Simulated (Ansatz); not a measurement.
# B: 6 runs along one coordinate

System: B (P6₃/mmc, 2 atoms in the cell).
Method: DFT, revPBE, plane waves (420 eV) with PAW, scalar-relativistic, no spin polarisation (Ansatz 0.2.0).

The 6 runs differ only in the geometry, by an even scaling of the cell at fixed fractional positions.

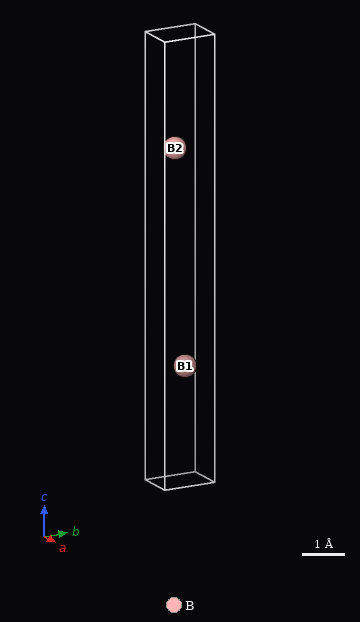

Figure 1. The structure of run 4 (ball-and-stick view of the cell of the calculation, seen slightly off an axis; atoms are numbered from 1 in the order of the input).

### Input of run 4
```yaml
crystal:
  lattice:
    - [1.7455253519, 0.0, 0.0]
    - [-0.872762676, 1.5116692977, 0.0]
    - [0.0, 0.0, 11.025567308]
  atoms:
    - { symbol: B, position: [0.3333333333, 0.6666666667, 0.25] }
    - { symbol: B, position: [0.6666666667, 0.3333333333, 0.75] }
hamiltonian:
  xc: revpbe
  pseudopotentials:
    kind: paw
    azcp:
      B: "pseudopotentials/B.paw.azcp"
basis:
  ecutwfc: 420
  fft_grid_basis: typed
kpoints:
  mp_grid: { grid: [23, 23, 4], shift: [0, 0, 0] }
magnetization:
  spin_polarized: false
scf:
  occupations: { method: fermi_dirac, width: 0.1 }
  lower_state_search: "off"
output:
  stress: true
```

Command:
```bash
ansatz run input.yaml --threads 2 --pin off --max-ram 5120MiB --backend cpu --events-out ev --progress --plain --runs-dir out
```

Run 2 differs from it as follows:
```diff
-    - [1.7455253519, 0.0, 0.0]
-    - [-0.872762676, 1.5116692977, 0.0]
-    - [0.0, 0.0, 11.025567308]
+    - [1.6995689653, 0.0, 0.0]
+    - [-0.8497844826, 1.4718698994, 0.0]
+    - [0.0, 0.0, 10.7352849389]
```

### Results, with one run withheld

```csv
run,volume per atom (Å³),"free energy per atom, from the lowest run given (meV)",pressure (GPa)
1,12.308,77.76,17.62
2,13.427,?,?
3,13.987,0.00,−1.12
4,14.546,11.56,−5.35
5,15.106,36.34,−8.71
6,15.665,71.45,−11.29
```

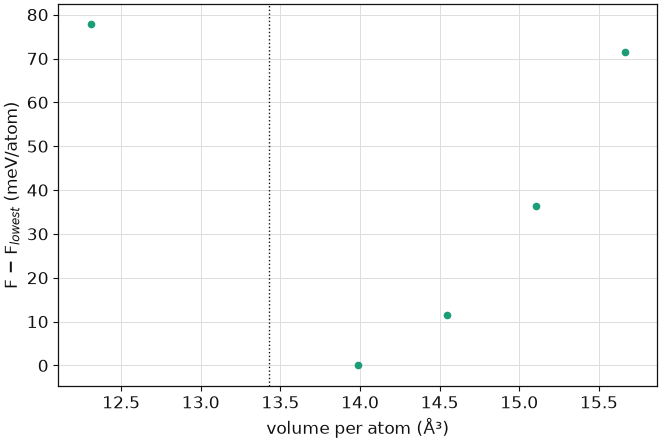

Figure 2. Free energy per atom of the runs given; the dotted line marks run 2.

Estimate the energy of run 2 from the others.

A cubic polynomial in V^(−2/3) (the Birch–Murnaghan form), fitted to the 5 runs given, misses them by at most 0.05 meV per atom. With x = V^(−2/3) − 0.17021 Å⁻², it reads F = 3.4626 − 2488.6 x + 3.8436e+05 x² + 2.7731e+05 x³ (meV per atom). At run 2 it gives 4.42 meV per atom, and the run itself gives 4.83. The slope of the fit gives a pressure −dF/dV of 3.92 GPa there, and the run prints 4.05 GPa. The two needn't agree exactly: the fit is approximate, and the printed stress is taken on a finite basis. The fit has its minimum at 13.845 Å³ per atom, where V d²F/dV² gives 120 GPa. Cell shape and fractional positions are held, so this is the stiffness under even scaling; the relaxed bulk modulus wasn't computed.

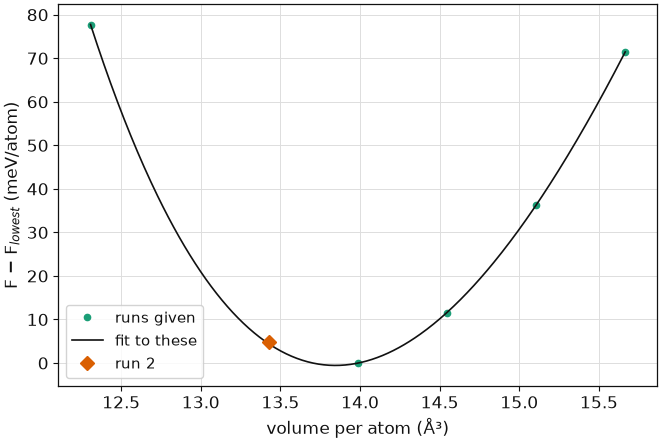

Figure 3. The fit and the withheld run.

### Output, shortened to warnings, some set-up lines, iterations and results (run 2)
```
Basis set: ecut = 420 eV, 509 PW (Γ)
Symmetry: 24 space group operations
k-points: 168 of 2116
Initial density: superposition of atomic densities (neutral atoms: chi_scale 0, normalization atom), corrected by the library's trained network
[...]
SCF iter   1: F=—  HF=-312.056489 eV  |F-HF|=—  |Δ(HF+E_count)|=         —  Δρ=1.75e-2  dr2=9.36e-2  ethr=1.77e-3  ⟨swp⟩=5.7  Hψ=9523  notcnv=0
SCF iter   2: F=—  HF=-312.030376 eV  |F-HF|=—  |Δ(HF+E_count)|=   2.61e-2  Δρ=3.39e-3  dr2=1.73e-3  ethr=1.56e-3  ⟨swp⟩=3.0  Hψ=3486  notcnv=0  defer=12
SCF iter   3: F=—  HF=-312.032277 eV  |F-HF|=—  |Δ(HF+E_count)|=   1.90e-3  Δρ=4.30e-4  dr2=3.93e-5  ethr=2.89e-5  ⟨swp⟩=2.6  Hψ=2265  notcnv=0  defer=12
SCF iter   4: F=—  HF=-312.032323 eV  |F-HF|=—  |Δ(HF+E_count)|=   4.65e-5  Δρ=5.61e-5  dr2=1.70e-6  ethr=6.56e-7  ⟨swp⟩=2.4  Hψ=1690  notcnv=0  defer=12
SCF iter   5: F=-312.032323 eV  HF=-312.032323 eV  |F-HF|=2.59e-9  |Δ(HF+E_count)|=   1.03e-7  Δρ=4.43e-6  dr2=3.36e-9  ethr=2.83e-8  ⟨swp⟩=2.4  Hψ=1693  notcnv=0  defer=12
SCF iter   6: F=-312.032323 eV  HF=-312.032323 eV  |F-HF|=1.46e-10  |Δ(HF+E_count)|=  6.65e-12  Δρ=6.29e-7  dr2=9.05e-11  ethr=5.60e-11  ⟨swp⟩=1.6  Hψ=3663  notcnv=0
SCF 1 converged in 6 iterations: F = -312.032323 eV  dr2 = 9.05e-11
SCF converged after 6 iterations
Free energy (F): -312.032323 eV
Harris-Foulkes:  -312.032323 eV  (|F-HF|=1.46e-10)
Internal energy: -312.018801 eV  (E = F + TS)
E sigma→0 (E₀):  -312.025562 eV
Entropy (-TS):   -0.013523 eV (-6.761 meV/atom)
Fermi energy:    4.302073 eV
--- Per-component energies (eV) ---
  E_band       = -27.178611
  E_kinetic    = 102.558018
  E_local      = -294.623814  (includes V_loc(G=0)·N_el)
  E_nonlocal   = 20.696366
  E_hartree    = 112.852973
  E_xc         = -64.592965
  E_vxc        = -76.541706  (∫ρ·V_xc dr)
  E_paw        = -158.811135  (= ΣΔE_a)
  E_vpaw       = -4.973518  (= ΣTr[D̂ρ^β])
  E_aug_tail   = -0.000006  (compensation charges beyond the density's cutoff)
  E_ewald      = -30.080427
  E_core_change = -0.017811  (= ΣΔE_core)
  E_smearing   = -0.013523  (= −TS)
  E_closure    = 0.000000  (closes the sum)
  Σ components = -312.032323   (vs F -312.032323, Δ=0.00e0)
--- Stress (GPa, compression-positive) ---
        6.039582      -0.000000       0.000000
       -0.000000       6.039582       0.000000
        0.000000       0.000000       0.075287
  P = ⅓ Tr σ = 4.0515 GPa (40.515 kbar)
```
